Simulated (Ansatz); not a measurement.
# C: what the fields show

Input

```
crystal:
  lattice:
    - [2.5031953718, 0.0625798843, 0.0]
    - [-1.1974019163, 2.1365408404, 0.0]
    - [0.0, 0.0, 4.1688692921]
  atoms:
    - { symbol: C, position: [0.3326927279, 0.6670336182, 0.000292076] }
    - { symbol: C, position: [0.6673072721, 0.3329663818, 0.500292076] }
    - { symbol: C, position: [0.3326927279, 0.6670336182, 0.374707924] }
    - { symbol: C, position: [0.6673072721, 0.3329663818, 0.874707924] }
kpoints:
  mp_grid: { grid: [12, 12, 6] }
  band_path:
    path:
      - [0.0, 0.0, 0.0]
      - [0.5, 0.0, 0.0]
      - [0.3333333333, 0.3333333333, 0.0]
      - [0.0, 0.0, 0.5]
      - [0.5, 0.0, 0.5]
      - [0.3333333333, 0.3333333333, 0.5]
      - [0.333333, 0.338542, 0.0]
    npoints: 1
hamiltonian:
  xc: r2scan
scf:
  occupations: { method: fixed }
  n_extra_bands: 5
output:
  forces: true
  stress: true
  eigenvalues: true
  write_density: true
  write_potential: true
  elf: true
  volumetric_format: npy
```

Launched as:

```sh
ansatz run input.yaml --threads 2 --pin off --max-ram 2211MiB --backend cpu --events-out ev --progress --plain --runs-dir out
```

Below, planes, directions and counts refer to the conventional cell (a = 2.45 Å, b = 4.17 Å, c = 2.50 Å, α = 90.00°, β = 117.84°, γ = 90.00°).

Space group P2₁/m; started from the lonsdaleite (2H) prototype, which need not be the ambient phase; changed on purpose from its base cell (shear xy strain +5.0%).

Level of theory: DFT, r2SCAN, plane waves, PAW (Ansatz).

Core electrons are frozen (PAW), and the valence fields are smoothed inside the atomic spheres.

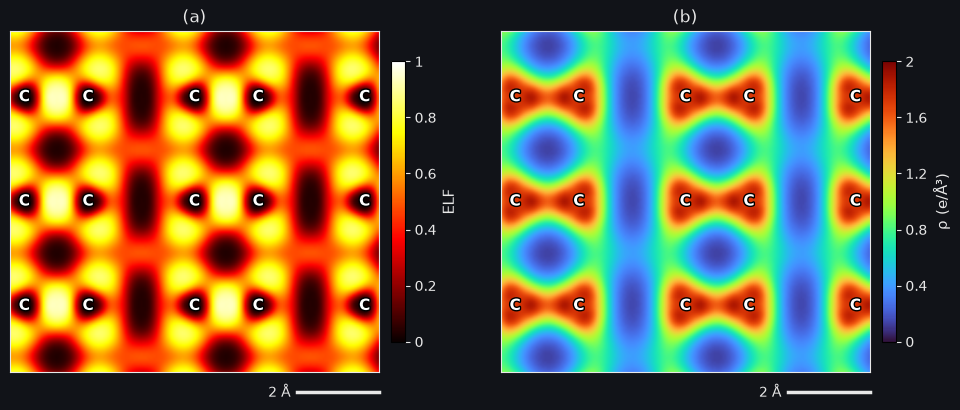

Figure 1. (a) electron localisation function; (b) valence electron density on the (101̄) plane of the conventional cell.

Q: Interpret the plot.

A:
- The plane passes through C nuclei.
- Atoms just off the plane (C, 0.7 Å away) can leave unmarked features too.
- C–C (1.56 Å): ρ is about 1.6 e/Å³ halfway; the ELF peaks at about 0.95 between the atoms (a covalent bond).
- Between the atoms the lowest density in this plane is 0.13 e/Å³.

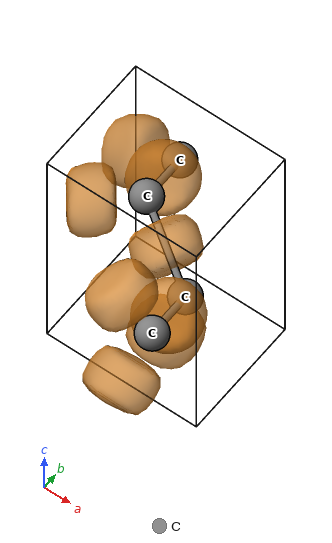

Figure 2. Isosurface of the ELF at 0.7 (orange), seen slightly off an axis. Core shells and regions of very low density are left out. Sticks mark near contacts.

Q: Where are the electrons localised?

A: At this value the surface marks out eight regions between bonded C–C atoms (shared pairs), counted in one cell of 4 atoms. Regions shared between cells count once.


C–C (1.51 Å): the ELF peaks at about 0.95 between the atoms (localised, covalent bonding).

Q: Does the calculation give a band gap?

A: It is gapped, with a Kohn–Sham gap of 3.4 eV on the k-point mesh, an upper bound to the gap of this method.
